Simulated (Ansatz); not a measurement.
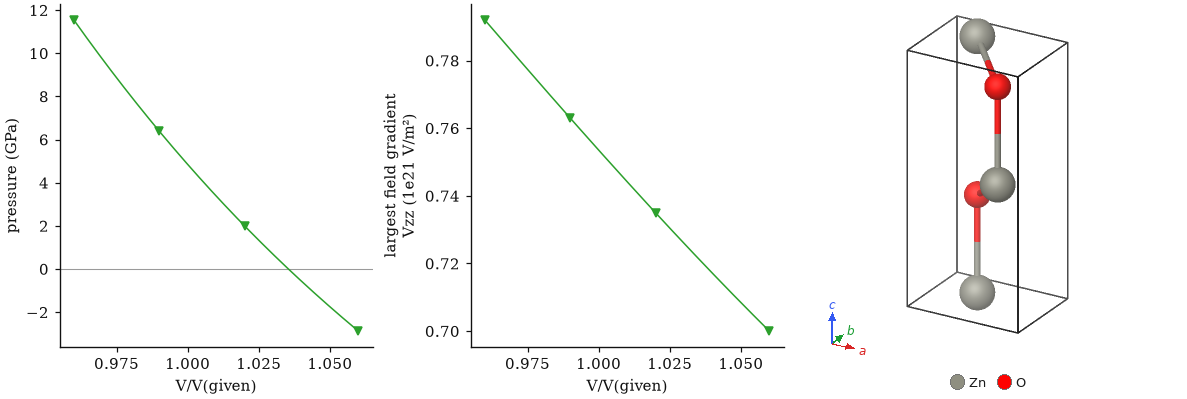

The plot gives the computed pressure and largest field gradient Vzz against V/V(given) for ZnO, space group P6_3mc (No. 186). The conventional cell is drawn beside the plot.

Cell as given: a = 3.249 Å, b = 3.249 Å, c = 5.204 Å, α = 90.00°, β = 90.00°, γ = 120.00°; 4 atoms.

Calculation (Ansatz 0.2.0): periodic Kohn-Sham DFT of a crystal at fixed atoms, scaled to the stated factor times the given cell; pressure positive in compression. Level: PBE.

```json
{"setting": "method", "value": "all-electron PAW"}
{"setting": "relativity", "value": "scalar"}
{"setting": "k mesh", "value": "11×11×6"}
{"setting": "occupations", "value": "Fermi–Dirac"}
{"setting": "smearing width", "value": "0.02 eV"}
{"setting": "nucleus", "value": "Gaussian"}
```

V(given) is 11.90 Å³/atom.

### How does the pressure vary with V/V(given)?

It falls from 11.5 GPa at V/V(given) 0.96 to −2.9 GPa at 1.06, and changes sign near 1.04.

### What does the largest field gradient Vzz do across the range?

It falls from 0.792 1e21 V/m² at V/V(given) 0.96 to 0.700 1e21 V/m² at 1.06.

Keep in mind: shape and atomic fractions are frozen while scaling, which makes layered, chain and framework solids too stiff.

The computed values:

```json
{"V/V(given)": "0.96", "pressure (GPa)": "11.5", "largest field gradient Vzz (1e21 V/m²)": "0.792"}
{"V/V(given)": "0.99", "pressure (GPa)": "6.4", "largest field gradient Vzz (1e21 V/m²)": "0.763"}
{"V/V(given)": "1.02", "pressure (GPa)": "2.0", "largest field gradient Vzz (1e21 V/m²)": "0.735"}
{"V/V(given)": "1.06", "pressure (GPa)": "-2.9", "largest field gradient Vzz (1e21 V/m²)": "0.700"}
```
